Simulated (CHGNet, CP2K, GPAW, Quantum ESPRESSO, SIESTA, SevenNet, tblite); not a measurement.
# Twisted h-SiC/h-AlN monolayer on bilayer, 46.83° (114 atoms) in GPAW

Aim: run twisted h-SiC/h-AlN monolayer on bilayer, 46.83° (114 atoms) in GPAW and see how near its forces come to a plane-wave reference, and at what cost.

Program: GPAW 26.7.0. Level of theory: the method is named at each step. Results are calculated unless marked as measured.

**1. Set-up**

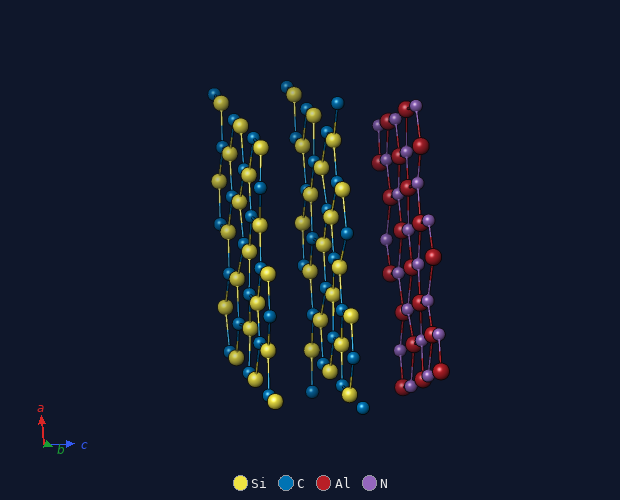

Start, viewed from the side, with the c axis across the page; silicon yellow, carbon blue, aluminium red, nitrogen purple. Bonds to atoms that aren't drawn are left out. Some periodic images of atoms are drawn too.

The cell holds 114 atoms: 38 Si, 38 C, 19 Al and 19 N. Its edges and angles: a = 13.578 Å, b = 13.578 Å, c = 18.580 Å, α = 90.0°, β = 90.0°, γ = 120.0°. It derives from SiC. H-SiC (a = 3.1 Å) under h-AlN (a = 3.13 Å), monolayer on bilayer, commensurate cell of 19 unit cells a layer, twist 46.83 deg, both strained to the mean lattice constant; facing planes 3.19, 3.39 Å apart; 12 Å of vacuum; layers as built, displaced by a Gaussian of 0.01 Å. Then every atom was moved at random, 0.05 Å r.m.s. a Cartesian component. Regions: layer 1, 38 atoms (19 Si and 19 C); layer 2, 38 atoms (19 Si and 19 C); layer 3, 38 atoms (19 Al and 19 N). Vacuum lies along c.

The yardstick, on the same geometry:

* method: Kohn-Sham DFT, PBE, SSSP efficiency 1.3.0 pseudopotentials, plane waves (Quantum ESPRESSO 7.5); sssp-pbe-1.3.0-efficiency, cutoffs 60/480 Ry, Γ point
* r.m.s. force component: 1.783 eV/Å
* longest force: 8.011 eV/Å
* gap (highest filled to lowest empty level): 2.044 eV
* time: 15 min on 4 MPI ranks of Arm Neoverse V1, shared host
* CPU time: 60 min

**2. PBE, LCAO dzp, h 0.18 Å**

Method: Kohn-Sham DFT, PBE, PAW, atomic orbitals (dzp).

run.py

```python
import numpy as np
from ase.io import read
from gpaw import GPAW, FermiDirac
from ase.parallel import parprint as print

atoms = read("structure.xyz")
atoms.calc = GPAW(
    mode="lcao",
    basis="dzp",
    h=0.18,
    xc="PBE",
    kpts={"size": (1, 1, 1), "gamma": True},
    occupations=FermiDirac(0.05),
    maxiter=200,
    symmetry={"point_group": False},
    txt="gpaw.txt",
)
energy = atoms.get_potential_energy(force_consistent=True)
forces = atoms.get_forces()
print(f"energy {energy:.6f} eV")
print("forces (eV/A)")
for i, (a, f) in enumerate(zip(atoms, forces)):
    print(f"{i:4d} {a.symbol:2s} {f[0]:10.5f} {f[1]:10.5f} {f[2]:10.5f}")
print(f"Fermi level {atoms.calc.get_fermi_level():.4f} eV")
for k in range(len(atoms.calc.get_ibz_k_points())):
    for s in range(atoms.calc.get_number_of_spins()):
        e = atoms.calc.get_eigenvalues(kpt=k, spin=s)
        n = np.searchsorted(e, atoms.calc.get_fermi_level())
        print(f"k {k} spin {s} levels about the Fermi level:", np.round(e[max(n - 6, 0):n], 4).tolist(), "|", np.round(e[n:n + 6], 4).tolist())
```

structure.xyz

```xyz
114
Lattice="13.57800 0.00000 0.00000 -6.78900 11.75889 0.00000 0.00000 0.00000 18.58000" Properties=species:S:1:pos:R:3 pbc="T T T"
Si -2.80942 9.11149 6.04277
C -1.73486 7.68326 5.97087
Si 3.59328 0.46354 5.92535
C -2.14560 10.77655 5.94058
Si 0.71841 1.66765 5.99892
C 1.74600 0.17921 6.00468
Si 0.39777 4.81280 6.12174
C 1.39249 3.29590 5.93166
Si -0.03646 7.83013 5.99075
C 1.10471 6.39002 5.93241
Si -0.32146 10.89614 5.99354
C 0.69329 9.43016 5.96808
Si 3.31330 3.43571 5.99298
C 4.23919 2.09708 5.91903
Si 2.89483 6.60803 6.04407
C 3.96321 5.20178 6.07993
Si 2.48858 9.65852 6.03701
C 3.62200 8.24545 5.95229
Si 8.89542 1.05677 5.99744
C 3.28289 11.35721 5.88837
Si 5.99822 2.29628 5.98183
C 7.10279 0.82359 5.94077
Si 5.72116 5.41861 6.00766
C 6.75818 3.87079 5.99168
Si 5.33140 8.48898 5.95991
C 6.30725 7.07391 6.01918
Si 4.94348 11.59568 6.00896
C 6.12252 10.15298 5.98536
Si 8.53561 4.12960 5.99595
C 9.57154 2.69090 5.96864
Si 8.17280 7.21961 6.00506
C 9.16644 5.82030 5.99428
Si -5.70038 10.31196 5.95526
C -4.67524 8.84563 5.96418
Si 11.43390 2.87387 6.03144
C 12.54689 1.48750 6.01936
Si -2.42720 5.88579 5.98034
C -1.45780 4.57339 5.96418
Si -2.13317 10.73105 9.20416
C -1.10892 9.26859 9.10513
Si 4.31957 2.09520 9.15938
C 5.34002 0.62028 9.17796
Si 1.50295 3.34352 9.20360
C 2.54703 1.80393 9.18186
Si 1.08875 6.34357 9.29093
C 2.11511 4.94308 9.25693
Si 0.66973 9.51894 9.10383
C 1.81789 8.04085 9.16068
Si 7.12872 0.82524 9.23426
C 1.38061 11.06206 9.25303
Si 3.91467 5.18167 9.26473
C 4.96982 3.69888 9.09454
Si 3.53788 8.28720 9.13820
C 4.64415 6.77982 9.27012
Si 3.13917 11.43517 9.15734
C 4.28990 9.84207 9.23222
[... 54 atom lines left out ...]
Al 10.24100 3.51461 12.54856
N 9.53325 5.08925 12.57569
Al 8.24782 8.42783 12.48576
N 7.49770 10.16685 12.59111
```

Started as:

```console
> OMP_NUM_THREADS=1 mpirun -np 2 gpaw python run.py > output.txt
```

What it wrote:

```text
energy -751.003641 eV
forces (eV/A)
   0 Si   -1.84120   -0.35936   -0.48111
   1 C    -2.61483   -2.20001   -0.09306
   2 Si   -2.03550   -1.52852    0.20032
   3 C     0.79778   -0.33538   -0.03432
   4 Si    0.58779   -0.70232   -0.07870
   5 C     1.97238    1.59066   -0.38286
   6 Si   -0.99883   -2.17651   -0.85412
   7 C     2.14363    1.11942    0.33396
   8 Si    2.32994   -1.08964   -0.14856
   9 C    -0.00794    1.64431    0.17140
  10 Si   -1.12689    0.77578   -0.32391
  11 C     1.17235    1.23332    0.06868
  12 Si   -5.02531    5.80953    0.15274
  13 C     2.90099   -3.34748   -0.43025
  14 Si   -0.57900    0.09003   -0.32985
  15 C    -0.58680   -2.15077   -0.29248
  16 Si    0.78553    0.76610   -0.66532
  17 C    -2.35189    0.45075    0.09061
  18 Si    0.16777   -1.17212   -0.46744
  19 C    -4.82845   -0.54315    0.28059
  20 Si    1.28861   -1.43545   -0.14240
  21 C     0.16073    0.16747    0.07974
  22 Si    0.11166   -1.53651    0.02219
  23 C    -0.22045    2.07590   -0.14234
[...]
106 Al   -5.46340   -0.31044    0.03335
 107 N     2.08225    0.39871    0.11922
 108 Al    0.14278   -3.33321    0.23916
 109 N    -1.92233    3.31398    0.01379
 110 Al    3.93529    0.35606    0.05548
 111 N     1.14264    2.85048   -0.00188
 112 Al   -0.30866    0.17114    0.40710
 113 N    -0.92559   -3.00274   -0.04053
Fermi level 1.2535 eV
k 0 spin 0 levels about the Fermi level: [0.0048, 0.0351, 0.0681, 0.0917, 0.1761, 0.2614] | [2.2603, 2.3123, 2.3415, 2.4199, 2.4544, 2.5068]
```

gpaw.txt:

```text
Input parameters:
  mode=LCAO(),
  basis={'default': 'dzp'},
  h=0.18,
  kpts=MonkhorstPack(size=(1, 1, 1), gamma=True),
  maxiter=200,
  occupations=Occupations(name='fermi-dirac', width=0.05, fixmagmom=False),
  symmetry=Symmetry(point_group=False),
  xc=XC(name='PBE')
Unit cell  # Å
| periodic |         x |         y |         z |   lengths |     angles |
|----------|-----------|-----------|-----------|-----------|------------|
|      yes | 13.578000 |  0.000000 |  0.000000 | 13.578000 |  90.000000 |
|      yes | -6.789000 | 11.758890 |  0.000000 | 13.577997 |  90.000000 |
|      yes |  0.000000 |  0.000000 | 18.580000 | 18.580000 | 120.000006 |
Number of symmetries: 1
Symmetry operations  # r_c * U_cc + t_c -> r_c
|   | kind |            matrix            |
|---|------|------------------------------|
| 0 |  E   |  1, 0, 0,  0, 1, 0,  0, 0, 1 |
BZ-sampling:
  Number of BZ points: 1
  Number of IBZ points: 1
  Monkhorst-Pack size: [1, 1, 1]
[... lines left out ...]
        l=0, rc=2.6094 Bohr: 2s-dz split-valence wave
        l=1, rc=3.2656 Bohr: 2p-dz split-valence wave
        l=2, rc=6.0625 Bohr: d-type Gaussian polarization
      Number of RI-basis functions 0
Reference energy: -492348.700510  # eV
eigensolver:
density mixing:
  MSR1-Mixer
occupation numbers:
  Fermi-Dirac:
    width: 0.0500  # eV
FastPoissonSolver using
    Stencil: 8*3+1=25 point O(h^6) finite-difference Laplacian
xc functional:
  name: PBE with 2 nearest neighbor stencil
interpolation: tri-quintic # 5. degree polynomial
Initialization done in: 12.787 s
convergence criteria:
- Maximum [total energy] change in last 3 cyles: 0.0005 eV / valence electron
- Maximum integral of absolute [dens]ity change: 0.0001 electrons / valence electron
- Maximum integral of absolute [eigenst]ate change: 4e-08 eV^2 / valence electron
maximum number of iterations: 200
SCF iterations
|iter     |      energy | eigst |  dens |
|---------|-------------|-------|-------|
|iter:   1| -852.967343 |      c|       |
|iter:   2| -825.825708 |      c| -0.55 |
|iter:   3| -750.801364 |      c| -0.61 |
|iter:   4| -750.955985 |      c| -1.29 |
|iter:   5| -751.174935 |      c| -1.56 |
|iter:   6| -751.009053c|      c| -2.01 |
|iter:   7| -751.005188c|      c| -2.79 |
|iter:   8| -751.004142c|      c| -3.09 |
|iter:   9| -751.003651c|      c| -3.37 |
|iter:  10| -751.003641c|      c| -4.01c|
Converged in 10 steps
SCF loop duration: 120.480 s (12.048 s/step)
Energy contributions relative to reference atoms: (reference = -492348.700510)
Energy contributions:
  Kinetic:         852.449853
  Coulomb:        -741.104204
  Zero:             10.880064
  External:          0.000000
  Xc:             -873.229354
  Entropy:          -0.000000
  Spinorbit:         0.000000
  ----------------------------
  Free energy:    -751.003641
  Extrapolated:   -751.003641
dipole moment: (8.493893, -30.118263, -0.727644)  # |e|*Ang
Fermi level: 1.254
Eigenvalues  # (at kpt = [0.000, 0.000, 0.000])
| band index |      eig [eV] | occ [0-2] |
|------------|---------------|-----------|
|          0 |       -14.232 |     2.000 |
|        ... |               |           |
|        220 |        -0.167 |     2.000 |
|        221 |        -0.111 |     2.000 |
[...]
|        235 |         2.616 |     0.000 |
|        ... |               |           |
|        277 |         5.011 |     0.000 |
Gap: 1.999 eV
Transition (v -> c):
  (s=0, k=0, n=227, [0.00, 0.00, 0.00]) -> (s=0, k=0, n=228, [0.00, 0.00, 0.00])
No difference between direct/indirect transitions
Force computation time: 26.241  # s
```

Elapsed: 2.7 min, on 2 MPI ranks of Arm Neoverse V1, shared host; peak memory 2.7 GiB; 5.4 min of CPU time.

Banners, paths, timers and routine set-up lines are dropped from the logs unmarked, and long logs keep their key lines alone; longer cuts are marked.

Against the reference:

- r.m.s. force component: 1.845 eV/Å
- r.m.s. difference of force components: 73.79 meV/Å
- longest difference of force vectors: 319.3 meV/Å
- force difference over r.m.s. force: 4.14 %
- slope of forces against the reference's: 1.035
- correlation of force components: 0.9998
- gap (highest filled to lowest empty level): 1.999 eV
- gap difference: -0.0448 eV

Length of the force difference by element (eV/Å):

```tsv
element	atoms	mean	most
Al	19	0.10	0.22
C	38	0.12	0.32
N	19	0.10	0.17
Si	38	0.12	0.31
```

Levels nearest the highest filled one (eV from it): -0.26, -0.23, -0.19, -0.17, -0.09, 0.00, 2.00, 2.05, 2.08, 2.16, 2.19, 2.25.

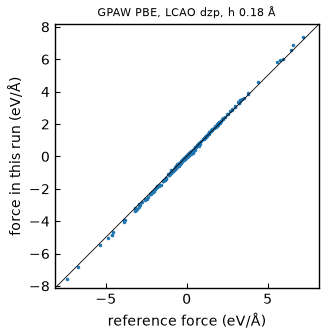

Force components against those of the reference; the line marks equality.

Local excerpt of 10 atoms (numbers count through the whole input) about Al105, which bears the longest force; x, y, z are measured from there.

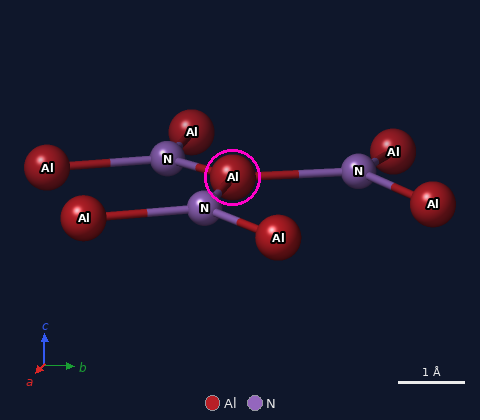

The atoms of the table, within 3.3 Å (arrows a, b, c point along x, y, z); some may hide others; the central atom is ringed.

```tsv
atom	x	y	z	distance (Å)	Fx	Fy	Fz (eV/Å)
Al105	0.00	0.00	0.00	0.00	3.63	7.38	0.19
N86	-1.01	-1.24	-0.04	1.60	-3.20	-6.85	-0.09
N114	1.82	-0.06	-0.05	1.82	-0.93	-3.00	-0.04
N106	-0.74	1.82	0.05	1.96	1.97	-1.44	-0.17
Al85	-0.32	-2.98	-0.14	3.00	-1.15	-0.33	0.23
Al91	-2.79	-1.23	-0.06	3.05	-0.52	1.22	0.05
Al113	2.57	-1.80	-0.15	3.14	-0.31	0.17	0.41
Al97	2.86	1.32	-0.16	3.15	0.35	2.16	0.42
Al77	-2.49	1.99	-0.05	3.19	-0.61	-1.15	0.22
Al103	0.45	3.23	-0.08	3.26	-1.87	-0.98	0.35
```

Atoms are counted from 1 here, from 0 in the log.

Forces lie 4.1 % from the reference's, at 0.091 times its CPU time (on 2 against 4 cores).

**3. PBE, LCAO szp(dzp), h 0.18 Å**

Method: Kohn-Sham DFT, PBE, PAW, atomic orbitals (szp(dzp)).

run.py: that of step 2 with these lines changed.

```diff
@@ -3,3 +3,2 @@
 from gpaw import GPAW, FermiDirac
-from ase.parallel import parprint as print
 
@@ -8,3 +7,3 @@
     mode="lcao",
-    basis="dzp",
+    basis="szp(dzp)",
     h=0.18,
```

structure.xyz is that of step 2.

Started as:

```console
> OMP_NUM_THREADS=1 python run.py > output.txt
```

What it wrote:

```text
energy -725.987093 eV
forces (eV/A)
   0 Si   -1.87532   -0.37413   -0.31604
   1 C    -2.50629   -2.17085   -0.02141
   2 Si   -2.06449   -1.63083    0.27182
   3 C     0.79656   -0.29705    0.03238
   4 Si    0.61528   -0.66913    0.01410
   5 C     1.94151    1.57052   -0.27326
   6 Si   -0.89788   -2.18710   -0.63885
   7 C     2.12854    1.08643    0.36739
   8 Si    2.24435   -1.09807   -0.04155
   9 C    -0.03278    1.64053    0.19649
  10 Si   -1.11342    0.80516   -0.22096
  11 C     1.12408    1.18738    0.14469
[...]
109 N    -1.92184    3.27734   -0.03072
 110 Al    3.96968    0.37844    0.01988
 111 N     1.11886    2.83518   -0.05009
 112 Al   -0.28854    0.16868    0.37364
 113 N    -0.91529   -2.99830   -0.08346
Fermi level 0.9787 eV
k 0 spin 0 levels about the Fermi level: [-0.31, -0.2155, -0.1914, -0.1332, -0.0059, 0.1297] | [1.8381, 1.9281, 1.9432, 2.0318, 2.0645, 2.1147]
```

gpaw.txt:

```text
Input parameters:
  mode=LCAO(),
  basis={'default': 'szp(dzp)'},
  h=0.18,
  kpts=MonkhorstPack(size=(1, 1, 1), gamma=True),
  maxiter=200,
  occupations=Occupations(name='fermi-dirac', width=0.05, fixmagmom=False),
  symmetry=Symmetry(point_group=False),
  xc=XC(name='PBE')
[... lines left out ...]
  Fermi-Dirac:
[... lines left out ...]
convergence criteria:
- Maximum [total energy] change in last 3 cyles: 0.0005 eV / valence electron
[... lines left out ...]
Converged in 10 steps
[... lines left out ...]
  Free energy:    -725.987093
[... lines left out ...]
Fermi level: 0.979
[... lines left out ...]
|          0 |       -14.821 |     2.000 |
|        ... |               |           |
|        220 |        -0.410 |     2.000 |
|        221 |        -0.378 |     2.000 |
[...]
|        235 |         2.266 |     0.000 |
|        ... |               |           |
|        277 |         4.886 |     0.000 |
Gap: 1.708 eV
Transition (v -> c):
  (s=0, k=0, n=227, [0.00, 0.00, 0.00]) -> (s=0, k=0, n=228, [0.00, 0.00, 0.00])
No difference between direct/indirect transitions
Force computation time: 36.234  # s
timing:  # [seconds]
  Total:  212.608  # ━━━━━━━━━━━━━━━━━━━━━━━━━━━━━━━━━━━━━━━━━━━━━━━━━━━━━━━━
  Init:    21.436  # ━━━━━╸
  SCF:    154.906  # ━━━━━━━━━━━━━━━━━━━━━━━━━━━━━━━━━━━━━━━━━
  Forces:  36.234  # ━━━━━━━━━╸
```

The job ended after 3.6 min (1 thread; peak memory 2.3 GiB).

Numbers from this run, and their distance from the reference:

```yaml
r_m_s_force_component: 1.831 eV/Å
r_m_s_difference_of_force_components: 83.76 meV/Å
longest_difference_of_force_vectors: 347.2 meV/Å
force_difference_over_r_m_s_force: 4.699 %
slope_of_forces_against_the_reference_s: 1.026
correlation_of_force_components: 0.9993
spacing_of_highest_filled_and_lowest_empty_level: 1.708 eV
gap_difference: -0.3353 eV
```

This is a coarse setting, run to see what it loses.

Against the first run (4.1 %), the force difference from the reference is 4.7 %, at 0.66 times the CPU time (on 1 against 2 cores), with 1026 basis functions against 1482: the smaller basis costs accuracy.

**4. PBE, LCAO sz(dzp), h 0.18 Å**

Method: Kohn-Sham DFT, PBE, PAW, atomic orbitals (sz(dzp)).

run.py: that of step 3 with these lines changed.

```diff
@@ -7,3 +7,3 @@
     mode="lcao",
-    basis="szp(dzp)",
+    basis="sz(dzp)",
     h=0.18,
```

structure.xyz is that of step 3.

What it wrote:

```text
energy -657.896596 eV
forces (eV/A)
   0 Si   -2.34589   -0.58540   -0.50332
   1 C    -2.90105   -2.57017    0.11145
   2 Si   -2.14314   -1.47142   -0.00166
   3 C     0.95400   -0.35537    0.16467
   4 Si    0.42285   -0.97890   -0.18619
   5 C     2.19790    1.75887   -0.22045
[...]
111 N     1.17343    2.98998   -0.10380
 112 Al   -0.28271    0.15076    0.47466
 113 N    -0.93124   -3.16623   -0.16786
Fermi level 1.2901 eV
k 0 spin 0 levels about the Fermi level: [0.1448, 0.2628, 0.3125, 0.374, 0.504, 0.6714] | [1.9164, 2.0061, 2.104, 2.1302, 2.2336, 2.2893]
```

gpaw.txt:

```text
Input parameters:
  mode=LCAO(),
  basis={'default': 'sz(dzp)'},
  h=0.18,
  kpts=MonkhorstPack(size=(1, 1, 1), gamma=True),
  maxiter=200,
  occupations=Occupations(name='fermi-dirac', width=0.05, fixmagmom=False),
[... lines left out ...]
  Fermi-Dirac:
[... lines left out ...]
convergence criteria:
- Maximum [total energy] change in last 3 cyles: 0.0005 eV / valence electron
[... lines left out ...]
Converged in 11 steps
[... lines left out ...]
  Free energy:    -657.896596
[... lines left out ...]
Fermi level: 1.290
[... lines left out ...]
|        ... |               |           |
|        277 |         5.696 |     0.000 |
Gap: 1.245 eV
Transition (v -> c):
  (s=0, k=0, n=227, [0.00, 0.00, 0.00]) -> (s=0, k=0, n=228, [0.00, 0.00, 0.00])
No difference between direct/indirect transitions
Force computation time: 9.498  # s
timing:  # [seconds]
  Total:  88.872  # ━━━━━━━━━━━━━━━━━━━━━━━━━━━━━━━━━━━━━━━━━━━━━━━━━━━━━━━━━
  Init:   19.942  # ━━━━━━━━━━━━━
  SCF:    59.399  # ━━━━━━━━━━━━━━━━━━━━━━━━━━━━━━━━━━━━━━
  Forces:  9.498  # ━━━━━━
```

Wall time 90 s (1 thread); peak memory 1.9 GiB.

Numbers from this run, and their distance from the reference:

```yaml
r_m_s_force_component: 2.022 eV/Å
r_m_s_difference_of_force_components: 290.7 meV/Å
longest_difference_of_force_vectors: 1712 meV/Å
force_difference_over_r_m_s_force: 16.31 %
slope_of_forces_against_the_reference_s: 1.13
correlation_of_force_components: 0.9962
spacing_of_highest_filled_and_lowest_empty_level: 1.245 eV
gap_difference: -0.7987 eV
```

This is a coarse setting, run to see what it loses.

Against the first run (4.1 %), the force difference from the reference is 16 %, at 0.28 times the CPU time (on 1 against 2 cores), with 456 basis functions against 1482: the smaller basis costs accuracy.

**5. Side by side**

Differences are against the plane-wave reference, forces as r.m.s. over components; share is that over the reference's r.m.s. force, slope the least-squares factor from reference forces to these. Total energies of different programs have different zeros and aren't compared.

```tsv
run	Δ force, r.m.s. (meV/Å)	share (%)	slope	Δ gap (eV)	cores	CPU time	memory (GiB)
reference	-	-	-	-	4	60 min	11
GPAW PBE, LCAO dzp, h 0.18 Å	73.8	4.14	1.035	-0.0448	2	5.4 min	2.7
GPAW PBE, LCAO szp(dzp), h 0.18 Å (coarse)	83.8	4.70	1.026	-0.335	1	3.6 min	2.3
GPAW PBE, LCAO sz(dzp), h 0.18 Å (coarse)	291	16.3	1.130	-0.799	1	90 s	1.9
```

Rows marked coarse were listed beforehand as settings not expected to be converged; some can still land near the reference.

CPU time is summed over cores on a shared host, where runs went side by side, so it is rough. Symmetry, cutoffs, thresholds, outputs and thread counts weren't matched or tuned between programs; memory under MPI is the largest rank's times the ranks.

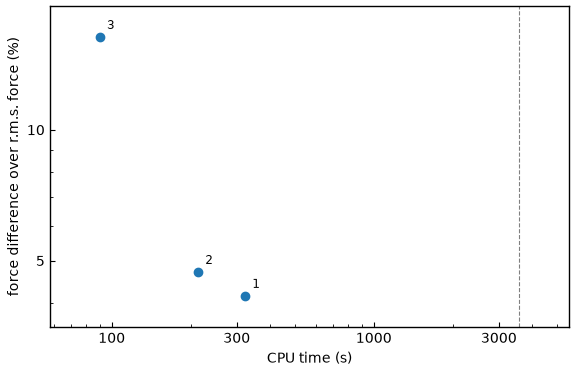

Force difference against CPU time; the dashed line marks the reference's time. Points: 1 GPAW PBE, LCAO dzp, h 0.18 Å; 2 GPAW PBE, LCAO szp(dzp), h 0.18 Å; 3 GPAW PBE, LCAO sz(dzp), h 0.18 Å.

**6. Summary of results**

| Property | Result |
| --- | --- |
| nearest in forces | GPAW PBE, LCAO dzp, h 0.18 Å, 4.1 % |
| its CPU time | 5.4 min |

In words: The PBE run in local orbitals, coarse settings apart, differs by 4.1 % (GPAW PBE, LCAO dzp, h 0.18 Å); basis, grid and potentials can all enter. Runs with settings chosen to be coarse differ by 4.7 % (GPAW PBE, LCAO szp(dzp), h 0.18 Å) to 16 % (GPAW PBE, LCAO sz(dzp), h 0.18 Å), their programs' other errors included. Of the electronic-structure runs that take under half the reference's CPU time, GPAW PBE, LCAO dzp, h 0.18 Å comes nearest, at 4.1 % in 5.4 min against 60 min. GPAW PBE, LCAO sz(dzp), h 0.18 Å stiffens the forces by a factor of 1.13 while following their directions (correlation 0.996); the slopes of the 3 GPAW runs lie between 1.03 and 1.13. At the same functional, gaps differ from the reference's 2.04 eV by between -0.80 and -0.04 eV. These are spacings on the run's k-points, which needn't hold the band edges. The reference's PBE has no dispersion term, which matters for the binding between molecules or layers. The electronic-structure runs sample only Γ, in a cell whose shortest periodic width is 12 Å.

[Also dropped from logs without a mark: logging warnings of Python, and SIESTA's first energy breakdown and zero terms.]

[Logs are printed without paths, hosts, clocks, repeated set-up lines and the standing remarks that a program may print on its own settings, such as how far it seeks lower states.]

[Hosts, paths, dates, database ids (printed as entryN), source tags and the programs' standing remarks are cut or masked in the printed files.]
